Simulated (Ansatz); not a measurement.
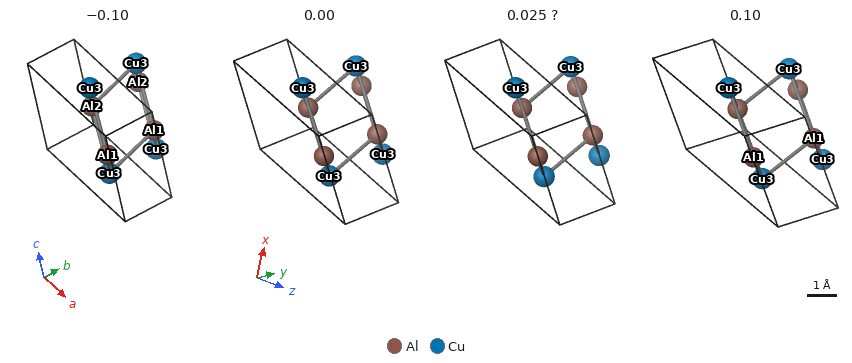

Energy scan for crystalline Al2Cu (Fm-3m), in which the cell is strained along z alone, with the atoms kept at their fractional coordinates. x, y and z are the Cartesian axes of the input. Style: ball-and-stick. Shown: the cell of the calculation, repeated 1 × 2 × 1 with one cell outlined, slightly off an axis.

The calculation used Ansatz 0.2.0, DFT r2SCAN, scalar-relativistic, plane waves, PAW. (plane-wave cutoff 500 eV; k-point mesh 16 × 16 × 16; occupations gaussian; smearing width 0.15 eV; no spin polarisation). Energies (free energies at the smearing named) are counted from the relaxed crystal.

| strain | E − E(ref) (meV/atom) |
| --- | --- |
| −0.1000 | 116.1 |
| −0.0750 | 61.2 |
| −0.0500 | 25.5 |
| −0.0250 | 6.0 |
| 0.0000 | 0.0 |
| 0.0250 | ? |
| 0.0500 | 19.6 |
| 0.0750 | 41.6 |
| 0.0875 | 55.0 |
| 0.1000 | 69.6 |

Fill in the missing row.

A straight line between the two neighbours gives 9.8 meV/atom. A cubic through the four nearest rows (−0.0250, 0.0000, 0.0500, 0.0750) gives, with Lagrange weights, (−0.1667)(6.0) + (0.6667)(0.0) + (0.6667)(19.6) + (−0.1667)(41.6) = 5.1 meV/atom. The calculation gives 5.2 meV/atom, so the cubic is 0.1 meV/atom too low and the straight line 4.6 meV/atom too high, as the curve bends upwards here.

The whole profile:

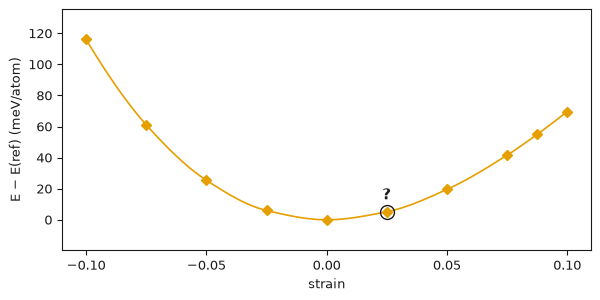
